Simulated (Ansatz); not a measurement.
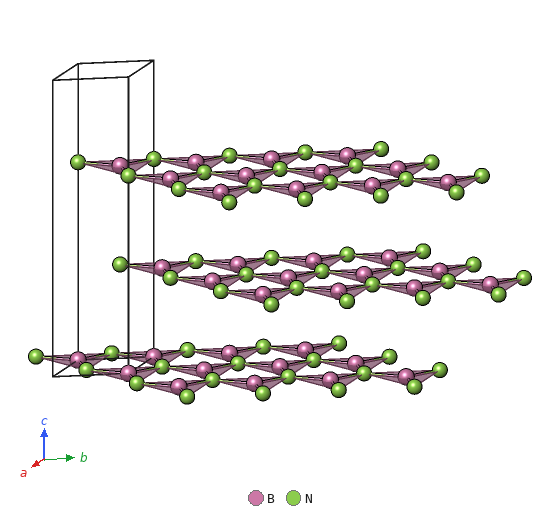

Polyhedra are drawn about B (bonds: B–N below 1.6 Å); other atoms are plain spheres.

The compound is BN (space group R3m, No. 160), taken as the geometry relaxed with DFT, PBE-D3(BJ), plane waves, PAW (Ansatz).

Sharing among the drawn polyhedra:

```json
{"site": "B", "polyhedron": "BN3 triangle", "corner-sharing neighbours": "6", "edge-sharing": "0", "face-sharing": "0", "bond (Å)": "1.45"}
```

They form layers of corner-sharing triangles parallel to (001).
